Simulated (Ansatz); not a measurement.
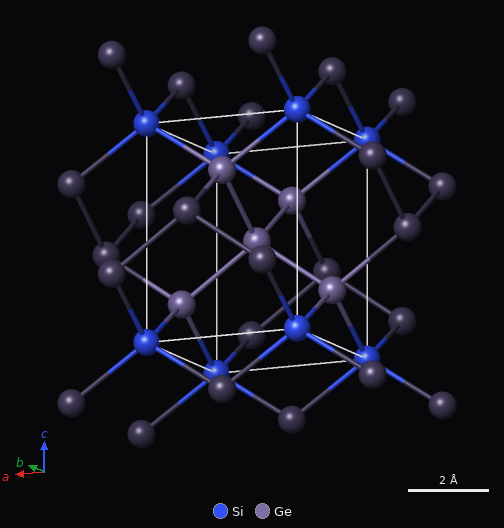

Crystal structure, ball-and-stick style, seen from a general direction. The edges of the conventional unit cell are marked. Bonded atoms from the next cells complete the picture, in fainter colours.

SiGe₃, space group P-4m2 (No. 115), a = 4.15 Å, b = 4.15 Å, c = 5.59 Å, α = 90.00°, β = 90.00°, γ = 90.00°.

Setup: DFT, PBE, plane waves, PAW (Ansatz); a kinetic-energy cutoff of 420 eV, k-grid 6×6×6, Fermi-Dirac smearing of 0.02 eV, no spin polarisation.

### How large a gap does the method give, if there is one?

A semiconductor at this level, with a gap of 0.08 eV, indirect; the smallest direct gap is 0.22 eV.

### State the hydrostatic pressure.

The computed pressure is -3.0 GPa (stretched: it would shrink). The stress isn't hydrostatic: its largest component is 4.0 GPa.

Starting structure: a structure type filled with these elements by a generator (whether the compound takes this form wasn't checked). The cell was then strained or its atoms displaced on purpose. It was run through Ansatz as a DFT input.
